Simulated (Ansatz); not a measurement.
# Calculations on Mg$_{12}$F

## 1. Relaxation

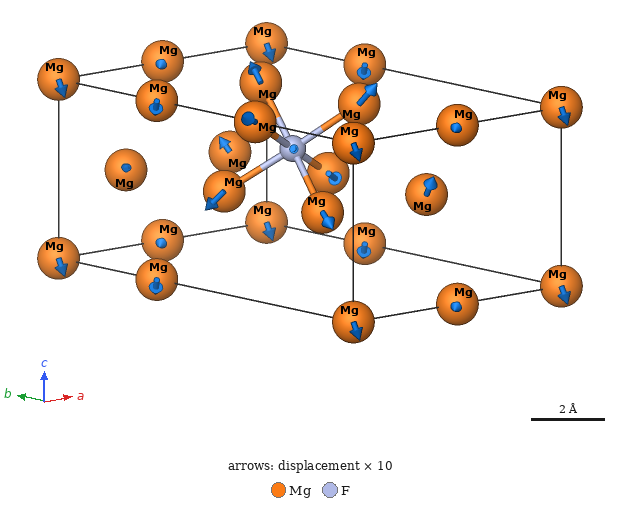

This is a relaxation of a defect cell of composition Mg12F. The starting structure is drawn; blue arrows show the displacements, 10 times their true length.

A ball-and-stick model of the cell of the calculation, seen from a free direction.

It is an interstitial F in hcp Mg. The run prepares the start of a later molecular dynamics calculation, from a guessed geometry.

Level of theory: DFT PBE, scalar-relativistic, plane waves, PAW in Ansatz 0.2.0. Set-up: plane-wave cutoff 420 eV; k-point mesh 3 × 2 × 3; occupations fermi dirac; smearing width 0.05 eV; no spin polarisation; atoms relaxed in a fixed cell; force threshold 0.08 eV/Å; at most 25 steps.

**Describe the change and its energy.**

After 2 geometry steps the energy has fallen by 0.115 eV per cell of the calculation. Largest force component: 0.36 eV/Å at the start, 0.058 eV/Å at the end. A Mg atom moves most: 0.090 Å roughly along [0 −1 2]. Largest moves by element: Mg 0.090 Å, F 0.025 Å. The lattice vectors keep their values. Near-neighbour distances that change, for instance: F–Mg 2.366 → 2.477 Å, F–Mg 2.280 → 2.367 Å, F–Mg 2.256 → 2.334 Å, F–Mg 2.165 → 2.223 Å. The run took 16 s on 2 threads of AMD EPYC 9R45 96-Core Processor (Zen 5), on a shared host, peak memory 0.72 GiB.

Limits of the set-up: the cell has an odd number of electrons but was run without spin polarisation; the k-point mesh is coarse for a cell with partly filled bands; the program's low-accuracy preset was used; the periodic images lie only 5.2 Å apart, so the values are limited by the cell's size.

## 2. Dynamics

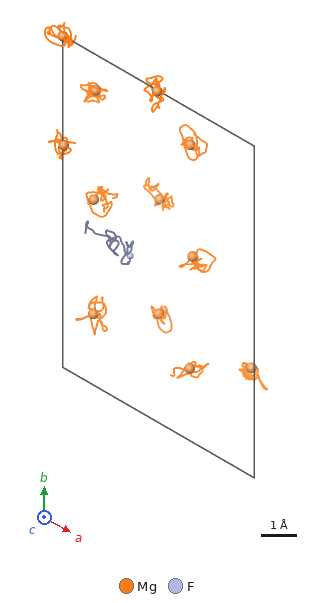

First-principles dynamics of Mg with an interstitial F (13 atoms in the cell), 900 fs long. Lines trace each atom's path, in the colour of its element; spheres stand at the starting positions. Seen along the c axis in the simulation cell.

All numbers below come from Ansatz 0.2.0, DFT PBE, scalar-relativistic, plane waves, PAW. Run with plane-wave cutoff 420 eV; k-point mesh 3 × 2 × 3; Fermi-Dirac smearing 0.05 eV; low-accuracy preset; Langevin thermostat (NVT); set temperature 1200 K; time step 3 fs; friction 0.02 per fs.

Input file:
```yaml
accuracy: low
crystal:
  lattice:
    - [6.42, 0.0, 0.0]
    - [-4.815, 8.339825, 0.0]
    - [0.0, 0.0, 5.21304]
  atoms:
    - { symbol: Mg, position: [0.00049855, -0.00187324, -0.01008311] }
    - { symbol: Mg, position: [0.16020631, 0.21405514, 0.49440627] }
    - { symbol: Mg, position: [-0.01377845, 0.32763231, 0.00777652] }
    - { symbol: Mg, position: [0.1630118, 0.55961454, 0.48830707] }
    - { symbol: Mg, position: [0.00516085, 0.67089588, -0.01113865] }
    - { symbol: Mg, position: [0.17111038, 0.89172222, 0.50156401] }
    - { symbol: Mg, position: [0.4935664, -0.00344457, -0.00148012] }
    - { symbol: Mg, position: [0.66333941, 0.21740549, 0.51262229] }
    - { symbol: Mg, position: [0.5013754, 0.32804416, 0.01350771] }
    - { symbol: Mg, position: [0.67879279, 0.56006333, 0.4908932] }
    - { symbol: Mg, position: [0.50665422, 0.67501703, 0.00780538] }
    - { symbol: Mg, position: [0.66606244, 0.89229342, 0.50793278] }
    - { symbol: F, position: [0.35226598, 0.45332529, 0.73702424] }
basis:
  ecutwfc: 420.0
kpoints:
  mp_grid: { grid: [3, 2, 3] }
hamiltonian:
  xc: pbe
scf:
  occupations: { method: fermi_dirac, width: 0.05 }
  lower_state_search: "off"
md:
  timestep: 3.0
  n_steps: 300
  ensemble: nvt_langevin
  temperature: 1200.0
  initial_velocities: maxwell_boltzmann
  seed: 111720
  friction: 0.02
```

Command:
```bash
ansatz run input.yaml --threads 2 --pin off --max-ram 5120MiB --backend cpu --events-out ev --progress --plain --runs-dir out
```

Q: What do the traces tell about the motion?

A: In the second half of the run the atoms are, in the root-mean-square, this far from where they began (common drift taken out): F 2.58 Å, Mg 0.46 Å. Against the typical shortest distance between atoms in the first frame, about 2.5 Å these are large excursions, but over 900 fs one can't yet tell strong vibration from the start of diffusion. 1 of the 13 free atoms end more than three quarters of that spacing from the start. The mean temperature in the second half is 1151 K (standard deviation 208 K). The potential energy in the second half lies on average 122 meV per atom above the first frame.

Limits of the set-up: the cell has an odd number of electrons but was run without spin polarisation; the k-point mesh is coarse for a cell with partly filled bands; the program's low-accuracy preset was used; the periodic images lie only 5.2 Å apart, so the values are limited by the cell's size.

Cost: 11 min on 2 threads of AMD EPYC 9R45 96-Core Processor (Zen 5) (shared host), peak memory 0.86 GiB.

## 3. Dynamics

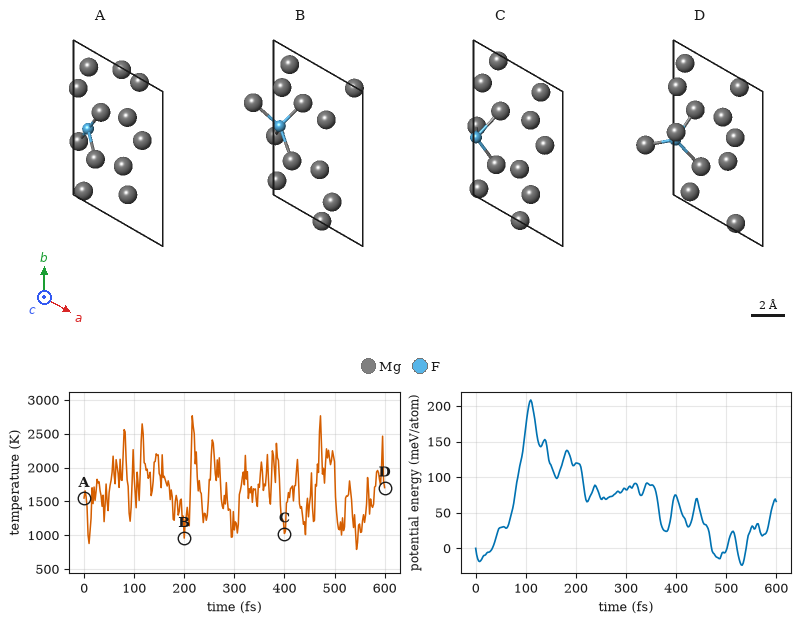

First-principles dynamics of Mg with an interstitial F (13 atoms in the cell), 600 fs long. It starts from the last geometry of an earlier run, with fresh velocities. Frames (A at 0 fs, B at 200 fs, C at 400 fs, D at 600 fs) and the history of the run. The picture is a ball-and-stick view of the simulation cell, seen along the c axis. Atoms that leave the cell re-enter on the other side. Bonds to atoms that aren't drawn are left out.

These are results of Ansatz 0.2.0, DFT PBE, scalar-relativistic, plane waves, PAW, not measurements. Settings: plane-wave cutoff 420 eV; k-point mesh 3 × 2 × 3; Fermi-Dirac smearing 0.05 eV; low-accuracy preset; Langevin thermostat (NVT); set temperature 1680 K; time step 2 fs; friction 0.05 per fs.

> What happens in this trajectory?

Over the second half the temperature averages 1629 K (spread ±380 K). The potential energy is still drifting at the end, so the run hasn't reached equilibrium. The potential energy in the second half lies on average 39.5 meV per atom above the first frame. Root-mean-square distances from the starting positions over the second half, with the common drift of all atoms taken out: F 1.97 Å, Mg 0.60 Å. Against the typical shortest distance between atoms in the first frame, about 2.7 Å these are large excursions, but over 600 fs one can't yet tell strong vibration from the start of diffusion. 1 of the 13 free atoms end more than three quarters of that spacing from the start.

Limits of the set-up: the cell has an odd number of electrons but was run without spin polarisation; the k-point mesh is coarse for a cell with partly filled bands; the program's low-accuracy preset was used; the periodic images lie only 5.2 Å apart, so the values are limited by the cell's size.

The run took 12 min on 2 threads of AMD EPYC 9R45 96-Core Processor (Zen 5), on a shared host, peak memory 0.82 GiB.
